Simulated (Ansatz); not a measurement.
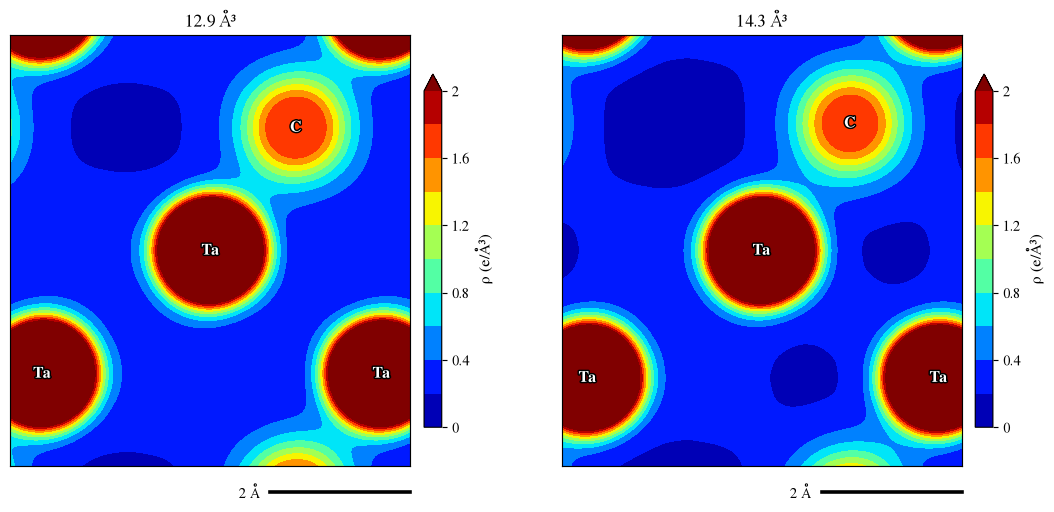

Ta$_{2}$C. The valence pseudo-density of cells scaled evenly to different volumes (given per atom above each panel), on the (110) plane of each (indices in the axes of the cell below), at one length scale and on one colour scale.

The calculation used Kohn-Sham DFT of a periodic cell, r2SCAN, Ansatz PAW in Ansatz.

The density is the valence pseudo-density of a PAW calculation; it isn't the true density close to the nuclei.

The largest cell:

```
Ta C
1.0
     3.14677    0.00000    0.00000
    -1.57339    2.72518    0.00000
     0.00000    0.00000    5.01149
Ta C
2 1
Direct
  0.66667 0.33333 0.74799
  0.33333 0.66667 0.25201
  0.00000 0.00000 0.00000
```

| volume (Å³/atom) | Ta–C contact in the plane (Å) | ρ at its midpoint (e/Å³) | pressure (GPa) | 
| --- | --- | --- | --- |
| 12.95 | 2.139 | 0.692 | 21.6 | 
| 13.77 | 2.184 | ? | ? | 
| 14.33 | 2.213 | 0.597 | −9.5 | 

Estimate the missing row, and compare with the calculation.

Over the known rows ln ρ falls by 2.00 per Å of Ta–C distance (the line through the two), which gives 0.633 e/Å³ at 2.184 Å; the calculation gives 0.632 e/Å³. For the pressure, a straight line in volume between the neighbouring rows gives 3.1 GPa; the calculation gives 1.1, lower because pressure rises ever faster on compression.
